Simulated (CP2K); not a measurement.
BaTiO$_{3}$

Input

```
&GLOBAL
  PROJECT batio3_scf
  RUN_TYPE ENERGY_FORCE
  PRINT_LEVEL LOW
&END GLOBAL
&FORCE_EVAL
  METHOD QS
  STRESS_TENSOR ANALYTICAL
  &DFT
    BASIS_SET_FILE_NAME BASIS_MOLOPT_UZH
    POTENTIAL_FILE_NAME POTENTIAL_UZH
    &MGRID
      CUTOFF 600
      REL_CUTOFF 60
      NGRIDS 4
    &END MGRID
    &QS
      METHOD GPW
      EPS_DEFAULT 1.0E-9
    &END QS
    &KPOINTS
      SCHEME MONKHORST-PACK 7 7 7
      GAMMA_CENTERED T
      SYMMETRY T
      SYMMETRY_BACKEND SPGLIB
    &END KPOINTS
    &SCF
      SCF_GUESS ATOMIC
      EPS_SCF 1.0E-6
      MAX_SCF 100
      ADDED_MOS 19
      CHOLESKY OFF
      EPS_EIGVAL 1.0E-7
      &DIAGONALIZATION ON
        ALGORITHM STANDARD
      &END DIAGONALIZATION
      &MIXING ON
        METHOD BROYDEN_MIXING
        ALPHA 0.4
        BETA 1.5
        NBUFFER 8
      &END MIXING
      &SMEAR ON
        METHOD FERMI_DIRAC
        ELECTRONIC_TEMPERATURE [K] 580.226
      &END SMEAR
    &END SCF
    &XC
      &XC_FUNCTIONAL
        &GGA_X_PBE
        &END GGA_X_PBE
        &GGA_C_PBE
        &END GGA_C_PBE
      &END XC_FUNCTIONAL
    &END XC
    &PRINT
      &KPOINTS ON
      &END KPOINTS
      &MULLIKEN ON
      &END MULLIKEN
      &MO ON
        ENERGIES T
        OCCUPATION_NUMBERS T
        &EACH
          QS_SCF 0
        &END EACH
        ADD_LAST NUMERIC
      &END MO
      &E_DENSITY_CUBE ON
        STRIDE 2
      &END E_DENSITY_CUBE
      &V_HARTREE_CUBE ON
        STRIDE 2
      &END V_HARTREE_CUBE
      &ELF_CUBE ON
        STRIDE 2
      &END ELF_CUBE
    &END PRINT
  &END DFT
  &SUBSYS
    &CELL
      A 4.0060000000 0.0000000000 0.0000000000
      B 0.0000000000 4.0060000000 0.0000000000
      C 0.0000000000 0.0000000000 4.0060000000
      PERIODIC XYZ
    &END CELL
    &COORD
      SCALED
      Ba  0.5000000000 0.5000000000 0.5000000000
      Ti  0.0000000000 0.0000000000 0.0000000000
      O   0.0000000000 0.0000000000 0.5000000000
      O   0.0000000000 0.5000000000 0.0000000000
      O   0.5000000000 0.0000000000 0.0000000000
    &END COORD
    &KIND Ba
      BASIS_SET DZVP-MOLOPT-PBE-GTH-q10
      POTENTIAL GTH-PBE-q10
    &END KIND
    &KIND Ti
      BASIS_SET DZVP-MOLOPT-PBE-GTH-q12
      POTENTIAL GTH-PBE-q12
    &END KIND
    &KIND O
      BASIS_SET DZVP-MOLOPT-PBE-GTH-q6
      POTENTIAL GTH-PBE-q6
    &END KIND
    &PRINT
      &ATOMIC_COORDINATES ON
      &END ATOMIC_COORDINATES
      &CELL ON
      &END CELL
      &SYMMETRY ON
      &END SYMMETRY
    &END PRINT
  &END SUBSYS
  &PRINT
    &FORCES ON
    &END FORCES
    &STRESS_TENSOR ON
    &END STRESS_TENSOR
  &END PRINT
&END FORCE_EVAL
```

Command:

```sh
OMP_NUM_THREADS=1 mpirun -n 4 cp2k.psmp -i batio3_scf.inp -o batio3_scf.out
```

Below, planes, directions and counts refer to the conventional cell (a = 4.01 Å, b = 4.01 Å, c = 4.01 Å, α = 90.00°, β = 90.00°, γ = 90.00°).

Space group Pm-3m; changed on purpose from its base cell (strain c = 0); computed pressure about 4 GPa in this cell.

Computed with Kohn-Sham DFT of a periodic cell, PBE, GTH-PBE with UZH-DZVP basis in CP2K.

> Predict the valence pseudo-density and electron localisation function between the atoms.

Ti–O (2.00 Å): ρ is about 0.7 e/Å³ halfway, with its minimum of 0.51 e/Å³ about 1.1 Å from Ti; the ELF is about 0.15 at the midpoint (no shared electron pair shows on this line).
Ba–O (2.83 Å): ρ is about 0.19 e/Å³ halfway; the ELF is about 0.10 at the midpoint (a closed-shell, largely ionic contact).

> Does the calculation give a band gap?

It is gapped, with a Kohn–Sham gap of 3.4 eV on the k-point mesh, an upper bound to the gap of this method.

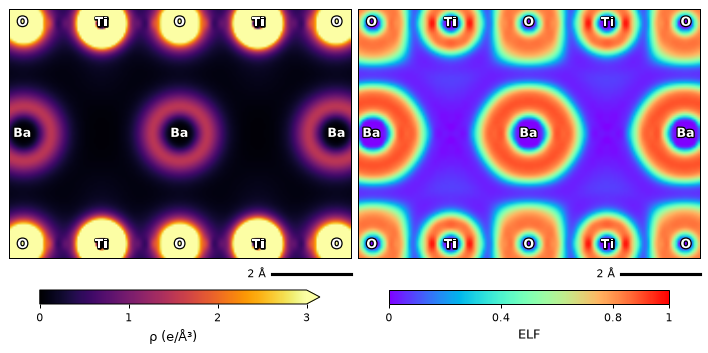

Computed valence pseudo-density and electron localisation function on the (011̄) plane of the conventional cell, in this order. 

Core electrons are replaced by pseudopotentials, and the valence fields are smoothed inside the atomic spheres.
